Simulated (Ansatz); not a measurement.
## Electronic structure of HC8 (slab) in real space

```
C H
1.0
     4.93130    0.00000    0.00000
    -2.46565    4.27064    0.00000
     0.00000    0.00000   15.50003
C H
8 1
Direct
  0.33333 0.16667 0.25807
  0.33333 0.66667 0.25807
  0.83333 0.16667 0.25807
  0.83333 0.66667 0.25807
  0.16667 0.33333 0.25807
  0.16667 0.83333 0.25807
  0.66667 0.33333 0.25807
  0.66667 0.83333 0.25807
  0.50000 0.25000 0.33168
```

Not relaxed (largest force 1.5 eV/Å); PAW files of the earlier set (soft_1); the program warned that a starting moment wasn't kept; spin-polarised, but the moments vanished.

Theory: DFT PBE+D3(BJ), scalar-relativistic, plane waves, PAW (Ansatz 0.2.0).

In a PAW calculation such maps are meaningful between the atoms, not at the nuclei.

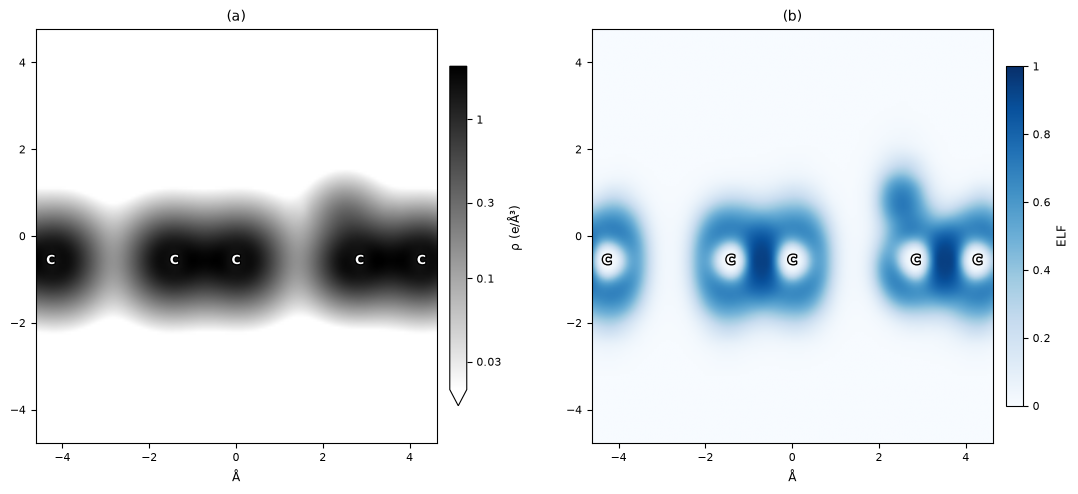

Figure 1. (a) valence charge density (pseudo); (b) ELF on the (110) plane of the calculation cell, a cut from vacuum to vacuum.

Question: Read the bonding off the picture.

Answer: The plane passes through C nuclei.
C–C (1.42 Å): ρ is about 2 e/Å³ halfway; the ELF peaks at about 0.95 between the atoms.
The density dies away to nearly zero in the vacuum.

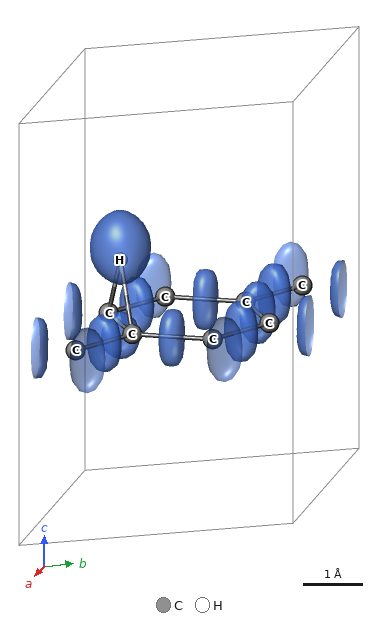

Figure 2. Isosurface of the ELF at 0.85 (blue), seen slightly off an axis. Only the valence region is drawn (cores and ρ < 0.01 e/Å³ removed). Sticks mark near contacts.

Question: Identify the bonds, lone pairs and shells in this picture.

Answer: At this value the surface marks out twelve regions between bonded C–C atoms and one region around a hydrogen nucleus, counted in one cell of 9 atoms. Counts are for one cell; the picture repeats the cell along the surface.


C–H (1.34 Å): the ELF climbs to about 1 towards the hydrogen, as it does in any bond to H.

Question: Does the calculation make it a metal, or give it a gap?

Answer: It is gapless in this calculation (a metal or semimetal).
